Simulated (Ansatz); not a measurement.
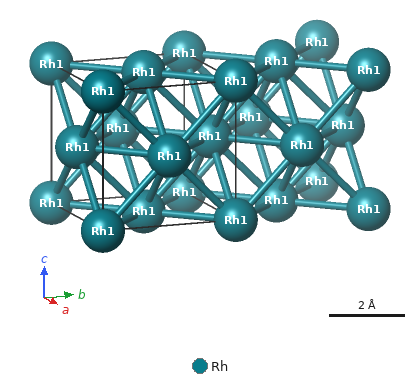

**Figure 1.** The structure as given in the input (ball-and-stick view of the cell 4 times as large as that of the calculation, set on its symmetry axes, repeated 1 × 2 × 1, seen slightly off an axis; atoms are numbered from 1 in the order of the input).

## Geometry relaxation of Rh

- system: Rh (1 atom in the cell)
- method: DFT PBE+D3(BJ), scalar-relativistic, plane waves, PAW, PAW set soft_1, no spin polarisation (Ansatz 0.2.0)

The structure derives from an entry of the Crystallography Open Database. Figures and captions count atoms from 1; the log counts them from 0 in places.

What the program printed
```
Engine: ansatz 0.2.0, x86_64-unknown-linux-gnu
Pseudopotentials: kind: paw
Pseudopotential: Rh, paw, valence charge 17, recommended cutoff 420 eV (normal), [file]
Functional definition: PBE
  parameter kappa = 0.804
  parameter beta = 0.06672455060314922
  exchange = pbe_x(kappa = kappa, mu = beta*pi^2/3)
  correlation = pbe_c(beta = beta)
Crystal: 1 atoms, lattice volume = 13.752 Å³
Basis set: ecut = 420 eV, 283 PW (Γ), exchange–correlation on 36×36×36 points (8 copies of the dense FFT grid, shifted against one another)
Bands: 13, of which v1, the nominal top of the filled ones, is band 9 counted from 1 (8 counted from 0)
Symmetry: 48 space group operations
Space group: Fm-3m (ITA 225), of the structure as read, at distance tolerance 2.4e-5 Å
k-points: 195 of 5832
Non-local potential: Rh, projectors of the file, l = 0: 3, l = 1: 2, l = 2: 2, l = 3: 1
PAW form: soft (Blöchl's): semilocal exchange-correlation on the pseudo side does not see the compensation charge
PAW one-centre angular grid: Rh, 590 points (default); XC on 64 Gauss nodes
Initial density: superposition of atomic densities (chi_scale 0.1, normalization cell)
Initial wavefunctions: pseudopotential atomic-orbital guess
Functional: x = pbe(κ = 0.804, μ = 0.2195149727645171), c = pbe(β = 0.06672455060314922)
SCF iter   1: F=—  HF=-6404.053075 eV  |F-HF|=—  |Δ(HF+E_count)|=         —  Δρ=1.11e-1  dr2=1.57e0  ethr=3.10e-3  ⟨swp⟩=5.0  Hψ=13654  notcnv=0
preconditioner: auto → none  [metal: Δε(μ)=0.005 eV  Ē_g=13.759 eV  σ=0.100 eV  W_gap=0.03  n_scr=0 (ndim 8)  ℏωp=30.0 eV  f_vac=0.000  D(μ)=1.21/eV (n_scr^D=14)]
SCF iter   2: F=—  HF=-6403.625924 eV  |F-HF|=—  |Δ(HF+E_count)|=   4.27e-1  Δρ=4.28e-2  dr2=1.38e-1  ethr=3.10e-3  ⟨swp⟩=2.2  Hψ=6337  notcnv=0  defer=64
SCF iter   3: F=—  HF=-6403.582677 eV  |F-HF|=—  |Δ(HF+E_count)|=   4.32e-2  Δρ=1.46e-2  dr2=8.57e-3  ethr=8.14e-4  ⟨swp⟩=2.6  Hψ=4982  notcnv=0  defer=63
SCF iter   4: F=—  HF=-6403.581976 eV  |F-HF|=—  |Δ(HF+E_count)|=   7.01e-4  Δρ=1.02e-3  dr2=6.06e-5  ethr=5.04e-5  ⟨swp⟩=1.0  Hψ=2485  notcnv=0  defer=63
SCF iter   5: F=—  HF=-6403.581988 eV  |F-HF|=—  |Δ(HF+E_count)|=   1.16e-5  Δρ=1.19e-4  dr2=6.68e-7  ethr=3.56e-7  ⟨swp⟩=2.0  Hψ=4155  notcnv=0  defer=63
SCF iter   6: F=-6403.581988 eV  HF=-6403.581988 eV  |F-HF|=1.09e-10  |Δ(HF+E_count)|=   1.04e-7  Δρ=6.36e-6  dr2=1.62e-9  ethr=5.88e-10  ⟨swp⟩=6.0  Hψ=11840  notcnv=0
SCF 1 converged in 6 iterations: F = -6403.581988 eV  dr2 = 1.62e-9
  greatest PAW one-centre occupation: 1.000 electrons in one spin orbital (limit 2), on the Rh atom at site 0 (counted from 0), in its partial waves of l = 0
relax step   1: F+E_penalty+E_count = -6403.58198764 eV  Δ(F+E_penalty+E_count) = +0.000e0 eV  max|allowed force component| = 0.000e0 eV/Å  Δτ_max = 0.0000 Å  P = -2.088 GPa  Ω = 13.752 Å³  (6 SCF iters, dr2 threshold 1.00e-7 eV, accepted)
Crystal: 1 atoms, lattice volume = 13.564 Å³
Initial density: handed on by an earlier stage of this run
Initial wavefunctions: those handed on with the density
iter 1 solved again at ethr=7.71e-7 eV; its pass at ethr=3.10e-3 eV (dr2=1.31e-4 eV) is discarded
SCF iter   1: F=—  HF=-6403.582365 eV  |F-HF|=—  |Δ(HF+E_count)|=         —  Δρ=1.20e-3  dr2=1.38e-4  ethr=7.71e-7  ⟨swp⟩=2.0  Hψ=17039  notcnv=0
preconditioner: auto → none  [metal: Δε(μ)=0.010 eV  Ē_g=14.167 eV  σ=0.100 eV  W_gap=0.06  n_scr=0 (ndim 8)  ℏωp=30.2 eV  f_vac=0.000  D(μ)=1.34/eV (n_scr^D=14)]
SCF iter   2: F=—  HF=-6403.582352 eV  |F-HF|=—  |Δ(HF+E_count)|=   1.25e-5  Δρ=6.70e-4  dr2=2.28e-5  ethr=7.71e-7  ⟨swp⟩=2.1  Hψ=3504  notcnv=0
SCF iter   3: F=—  HF=-6403.582353 eV  |F-HF|=—  |Δ(HF+E_count)|=   6.29e-7  Δρ=2.57e-4  dr2=3.25e-6  ethr=1.34e-7  ⟨swp⟩=2.7  Hψ=4281  notcnv=0
SCF iter   4: F=—  HF=-6403.582354 eV  |F-HF|=—  |Δ(HF+E_count)|=   1.33e-6  Δρ=1.14e-4  dr2=6.07e-7  ethr=1.91e-8  ⟨swp⟩=1.0  Hψ=2535  notcnv=0
SCF iter   5: F=-6403.582354 eV  HF=-6403.582354 eV  |F-HF|=1.13e-8  |Δ(HF+E_count)|=   2.75e-7  Δρ=2.42e-5  dr2=2.74e-8  ethr=5.88e-10  ⟨swp⟩=3.0  Hψ=8350  notcnv=0
SCF 2 converged in 5 iterations: F = -6403.582354 eV  dr2 = 2.74e-8
relax step   2: F+E_penalty+E_count = -6403.58235424 eV  Δ(F+E_penalty+E_count) = -3.666e-4 eV  max|allowed force component| = 0.000e0 eV/Å  Δτ_max = 0.0000 Å  P = +1.760 GPa  Ω = 13.564 Å³  energy of the carried Pulay correction = +1.423e-4 eV  (5 SCF iters, dr2 threshold 1.00e-7 eV, accepted)
Crystal: 1 atoms, lattice volume = 13.649 Å³
iter 1 solved again at ethr=1.30e-7 eV; its pass at ethr=3.10e-3 eV (dr2=2.22e-5 eV) is discarded
SCF iter   1: F=—  HF=-6403.582746 eV  |F-HF|=—  |Δ(HF+E_count)|=         —  Δρ=5.20e-4  dr2=2.69e-5  ethr=1.30e-7  ⟨swp⟩=2.0  Hψ=16343  notcnv=0
preconditioner: auto → none  [metal: Δε(μ)=0.010 eV  Ē_g=14.101 eV  σ=0.100 eV  W_gap=0.05  n_scr=0 (ndim 8)  ℏωp=30.2 eV  f_vac=0.000  D(μ)=1.36/eV (n_scr^D=14)]
SCF iter   2: F=—  HF=-6403.582746 eV  |F-HF|=—  |Δ(HF+E_count)|=   5.06e-7  Δρ=2.92e-4  dr2=4.45e-6  ethr=1.30e-7  ⟨swp⟩=2.2  Hψ=3636  notcnv=0
SCF iter   3: F=—  HF=-6403.582746 eV  |F-HF|=—  |Δ(HF+E_count)|=   1.31e-7  Δρ=1.13e-4  dr2=6.29e-7  ethr=2.62e-8  ⟨swp⟩=2.7  Hψ=4225  notcnv=0
SCF iter   4: F=—  HF=-6403.582746 eV  |F-HF|=—  |Δ(HF+E_count)|=   2.59e-7  Δρ=4.99e-5  dr2=1.18e-7  ethr=5.88e-10  ⟨swp⟩=3.5  Hψ=6832  notcnv=0
SCF iter   5: F=-6403.582746 eV  HF=-6403.582746 eV  |F-HF|=2.12e-9  |Δ(HF+E_count)|=   5.33e-8  Δρ=1.07e-5  dr2=5.41e-9  ethr=5.88e-10  ⟨swp⟩=3.4  Hψ=7922  notcnv=0
SCF 3 converged in 5 iterations: F = -6403.582746 eV  dr2 = 5.41e-9
relax step   3: F+E_penalty+E_count = -6403.58274616 eV  Δ(F+E_penalty+E_count) = -3.919e-4 eV  max|allowed force component| = 0.000e0 eV/Å  Δτ_max = 0.0000 Å  P = -0.028 GPa  Ω = 13.649 Å³  energy of the carried Pulay correction = +7.745e-5 eV  (5 SCF iters, dr2 threshold 1.00e-7 eV, accepted)
Initial wavefunctions: pseudopotential atomic-orbital guess (no wavefunctions were taken with the density)
iter 1 solved again at ethr=2.89e-8 eV; its pass at ethr=3.10e-3 eV (dr2=4.92e-6 eV) is discarded
SCF iter   1: F=—  HF=-6403.582671 eV  |F-HF|=—  |Δ(HF+E_count)|=         —  Δρ=1.80e-5  dr2=9.44e-9  ethr=2.89e-8  ⟨swp⟩=2.9  Hψ=20512  notcnv=0
preconditioner: auto → none  [metal: Δε(μ)=0.010 eV  Ē_g=14.100 eV  σ=0.100 eV  W_gap=0.06  n_scr=0 (ndim 8)  ℏωp=30.2 eV  f_vac=0.000  D(μ)=1.36/eV (n_scr^D=14)]
SCF iter   2: F=—  HF=-6403.582674 eV  |F-HF|=—  |Δ(HF+E_count)|=   2.57e-6  Δρ=9.72e-6  dr2=2.62e-9  ethr=5.55e-11  ⟨swp⟩=2.1  Hψ=4129  notcnv=0
SCF iter   3: F=—  HF=-6403.582674 eV  |F-HF|=—  |Δ(HF+E_count)|=   3.51e-9  Δρ=4.08e-6  dr2=4.20e-10  ethr=1.54e-11  ⟨swp⟩=2.3  Hψ=3327  notcnv=0
SCF iter   4: F=-6403.582674 eV  HF=-6403.582674 eV  |F-HF|=9.09e-13  |Δ(HF+E_count)|=  9.96e-10  Δρ=2.50e-7  dr2=3.36e-12  ethr=1.00e-12  ⟨swp⟩=3.2  Hψ=10709  notcnv=0
SCF 4 converged in 4 iterations: F = -6403.582674 eV  dr2 = 3.36e-12
relax step   4: F+E_penalty+E_count = -6403.58267363 eV  Δ(F+E_penalty+E_count) = +7.253e-5 eV  max|allowed force component| = 0.000e0 eV/Å  Δτ_max = 0.0000 Å  P = -0.025 GPa  Ω = 13.649 Å³  stress off target by 2.48e-2 GPa  SCF on the basis re-selected at this cell (its energy is not comparable with the rows above)  (4 SCF iters)
```

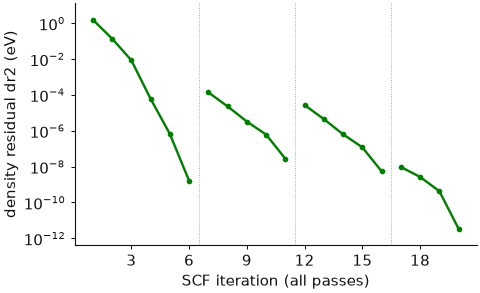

**Figure 2.** Convergence of the self-consistent field: density residual dr2 against the SCF iteration. The dotted lines part the SCF passes of the relaxation: geometry steps, rejected trials and re-solves on a re-selected basis. The passes take 6, 5, 5 and 4 iterations.

```
basis re-selected at this cell: Δ(F+E_penalty+E_count) = +7.253e-5 eV, ΔP = +0.003 GPa vs the last step (what re-selecting the basis moved, of the pressure what is left beyond the Pulay correction that the steps carried, after the strain that the cell walked since its last selection, with what the two solves' SCF thresholds leave and, on support functions, any second-order correction that the steps lacked; it is no measure of the basis error at this ecutwfc). This SCF's stress stands 2.48e-2 GPa from its target on what of the cell is left free (relax.cell.stress_tol is 5.00e-2 GPa) and its largest allowed force component is 0.00e0 eV/Å (relax.f_tol is 5.00e-3 eV/Å): within both
SCF converged after 4 iterations
Free energy (F): -6403.582674 eV
Harris-Foulkes:  -6403.582674 eV  (|F-HF|=9.09e-13)
Internal energy: -6403.575867 eV  (E = F + TS)
E sigma→0 (E₀):  -6403.579270 eV
Entropy (-TS):   -0.006807 eV (-6.807 meV/atom)
Fermi energy:    22.630497 eV
--- Per-component energies (eV) ---
  E_band       = -81.794296
  E_kinetic    = 537.910781
  E_local      = -1462.371412  (includes V_loc(G=0)·N_el)
  E_nonlocal   = 298.066067
  E_hartree    = 543.659610
  E_xc         = -202.112730
  E_vxc        = -253.666165  (∫ρ·V_xc dr)
  E_paw        = -3603.354319  (= ΣΔE_a)
  E_vpaw       = -289.052794  (= ΣTr[D̂ρ^β])
  E_aug_tail   = 0.000039  (compensation charges beyond the density's cutoff)
  E_ewald      = -2514.721500
  E_disp       = -0.652403  (pairwise vdW)
  E_smearing   = -0.006807  (= −TS)
  E_closure    = 0.000000  (closes the sum)
  Σ components = -6403.582674   (vs F -6403.582674, Δ=0.00e0)
--- Forces (eV/Å), atoms counted from 1 ---
  atom   1  Rh     0.00000000     0.00000000    -0.00000000
  max |Σ_I F_I| component: 9.04e-32 eV/Å
--- Stress (GPa, compression-positive) ---
       -0.024793      -0.000000      -0.000000
       -0.000000      -0.024793       0.000000
       -0.000000      -0.000000      -0.024793
  P = ⅓ Tr σ = -0.0248 GPa (-0.248 kbar)
--- Band table (eV; the first three rows and the last of 195) ---
  k-point 0: bands = ["-56.2884", "-23.7420", "-23.7420", "-23.7420", "14.6146", "19.5043", "19.5043", "19.5043", "21.6157", "21.6157", "38.4290", "43.7896", "43.7896"]
  k-point 1: bands = ["-56.2849", "-23.7654", "-23.7451", "-23.7451", "14.7397", "19.4485", "19.5540", "19.5540", "21.5878", "21.5878", "38.6094", "43.1342", "43.9716"]
  k-point 2: bands = ["-56.2749", "-23.8325", "-23.7542", "-23.7542", "15.0985", "19.3090", "19.6837", "19.6837", "21.5281", "21.5281", "39.0936", "41.7452", "44.4992"]
  k-point 194: bands = ["-56.1333", "-24.2744", "-24.1992", "-24.0258", "17.4873", "18.3347", "19.2658", "21.4730", "23.6257", "31.5331", "33.0214", "33.9680", "35.3510"]
--- Relaxed structure (3 steps of the walk, 3 accepted, 1 SCFs on fresh bases) ---
  F+E_penalty+E_count = -6403.58267363 eV   max|allowed force component| = 0.000e0 eV/Å   (the final SCF, on the basis selected at the relaxed cell)
  cell:  # Å, volume = 13.6492 Å³
    - [-2.4839938660366e-34, 1.8968196137353348, 1.8968196137353348]
    - [1.8968196137353348, 2.038148813158236e-34, 1.8968196137353348]
    - [1.8968196137353348, 1.8968196137353348, -2.7387624676813793e-34]
  atoms:
    - { symbol: Rh, position: [0.0, 0.0, 0.0] }
```

Trajectory as extended XYZ (Å, eV, eV/Å), 4 frames, from step=1 to step=4
```
1
Lattice="0.0000 1.9016 1.9016 1.9016 0.0000 1.9016 1.9016 1.9016 0.0000" Properties=species:S:1:pos:R:3:forces:R:3 step=1 energy=-6403.58199 pressure_GPa=-2.09
Rh    0.0000    0.0000    0.0000    0.0000   0.0000   0.0000
1
Lattice="0.0000 1.8929 1.8929 1.8929 0.0000 1.8929 1.8929 1.8929 0.0000" Properties=species:S:1:pos:R:3:forces:R:3 step=2 energy=-6403.58235 pressure_GPa=1.76
Rh    0.0000    0.0000    0.0000    0.0000   0.0000   0.0000
1
Lattice="0.0000 1.8968 1.8968 1.8968 0.0000 1.8968 1.8968 1.8968 0.0000" Properties=species:S:1:pos:R:3:forces:R:3 step=3 energy=-6403.58275 pressure_GPa=-0.03
Rh    0.0000    0.0000    0.0000    0.0000   0.0000   0.0000
1
Lattice="0.0000 1.8968 1.8968 1.8968 0.0000 1.8968 1.8968 1.8968 0.0000" Properties=species:S:1:pos:R:3:forces:R:3 step=4 energy=-6403.58267 pressure_GPa=-0.02
Rh    0.0000    0.0000    0.0000    0.0000   0.0000   0.0000
```

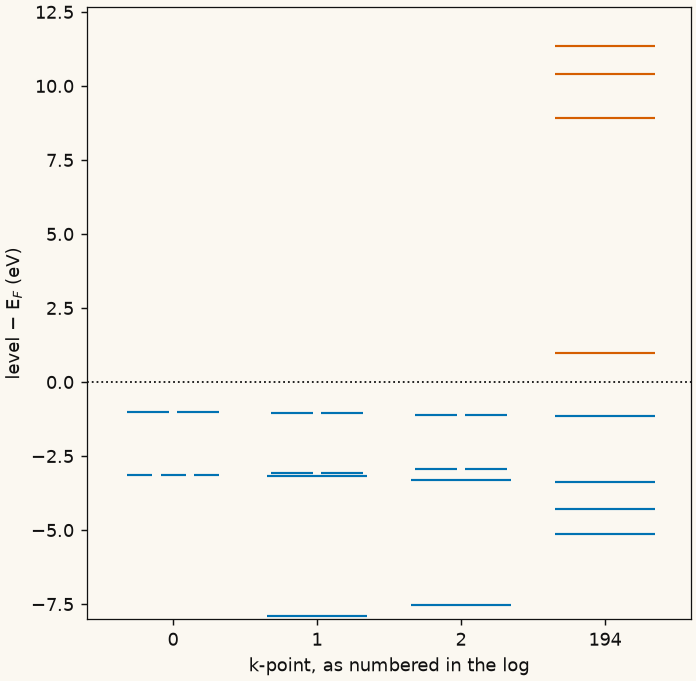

**Figure 3.** Kohn–Sham levels near the Fermi level (dotted) at the few k-points that the log prints; levels within 0.02 eV of each other stand side by side. The system is metallic on the full mesh.

The run was set up as follows.

Input file
```yaml
crystal:
  lattice:
    - [0.0, 1.90155, 1.90155]
    - [1.90155, 0.0, 1.90155]
    - [1.90155, 1.90155, 0.0]
  atoms:
    - { symbol: Rh, position: [0.0, 0.0, 0.0] }
basis:
  ecutwfc: 420
kpoints:
  mp_grid: { grid: [18, 18, 18] }
hamiltonian:
  xc: pbe
  pseudopotentials: { kind: paw, azcp: { folder: soft_1 } }
  dispersion: d3bj
scf:
  occupations: { method: gaussian, width: 0.1 }
output:
  forces: true
  stress: true
  eigenvalues: true
relax:
  adjacent_minimum: "off"
  f_tol: 0.005
  max_steps: 80
  cell: { stress_tol: 0.05 }
```

Run as:
```bash
ansatz run input.yaml --threads 2 --pin off --max-ram 6144MiB --backend cpu --events-out ev --progress --plain --runs-dir out
```

Results in brief

- outcome: converged
- space group (tolerance 0.01 Å): Fm-3m (225)
- electrons treated: 17
- free energy: −6403.5827 eV
- Fermi energy: 22.630 eV
- gap on the k-point mesh: none (metallic)
- pressure: −0.02 GPa
- final volume: 13.65 Å³
- largest force (length of the vector) at the end: under 0.001 eV/Å
- final cell: a = 2.683 Å, b = 2.683 Å, c = 2.683 Å, α = 60.00°, β = 60.00°, γ = 60.00°
- hardware: 2 threads of Intel Xeon (Granite Rapids), 32 GiB of memory available, shared host
- wall time: 2.7 s (CPU time 5 s)
- peak memory: 0.36 GiB
